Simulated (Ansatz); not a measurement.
Se (slab)

```cif
data_structure
_symmetry_space_group_name_H-M 'P 1'
_symmetry_Int_Tables_number 1
_cell_length_a 4.0681
_cell_length_b 5.1277
_cell_length_c 27.3122
_cell_angle_alpha 90.000
_cell_angle_beta 90.000
_cell_angle_gamma 90.000
_cell_volume 569.74
loop_
_atom_site_label
_atom_site_type_symbol
_atom_site_fract_x
_atom_site_fract_y
_atom_site_fract_z
_atom_site_occupancy
Se1 Se 0.62367 0.00000 0.27460 1
Se2 Se 0.25265 0.33333 0.30651 1
Se3 Se 0.62367 0.66667 0.33841 1
Se4 Se 0.12367 0.00000 0.40360 1
Se5 Se 0.75265 0.33333 0.43550 1
Se6 Se 0.12367 0.66667 0.46741 1
Se7 Se 0.62367 0.00000 0.53259 1
Se8 Se 0.25265 0.33333 0.56450 1
Se9 Se 0.62367 0.66667 0.59640 1
Se10 Se 0.12367 0.00000 0.66159 1
Se11 Se 0.75265 0.33333 0.69349 1
Se12 Se 0.12367 0.66667 0.72540 1
```

Not relaxed (largest force 0.4 eV/Å).

Method: Ansatz, DFT PBE+D3(BJ), scalar-relativistic, plane waves, PAW.

What will maps of the valence pseudo-density and electron localisation function show?

Se–Se (2.44 Å): the density is about 0.59 e/Å³ at the midpoint; the ELF peaks at about 0.70 between the atoms.

Does the calculation give a band gap?

It is gapped, with a Kohn–Sham gap of 0.99 eV on the k-point mesh (the band edges may lie off the mesh, which would make the gap smaller).

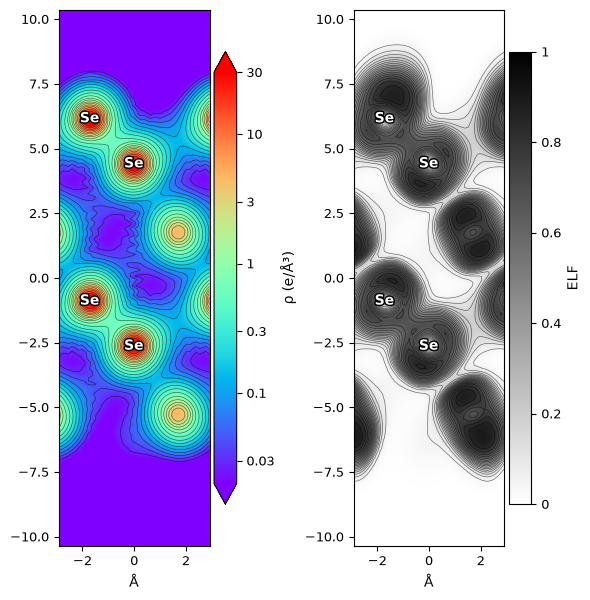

Computed valence pseudo-density and electron localisation function on the (100) plane of the calculation cell, a cut from vacuum to vacuum, in this order. Atoms just off the plane (Se, 0.5 Å away) can leave unmarked features too.
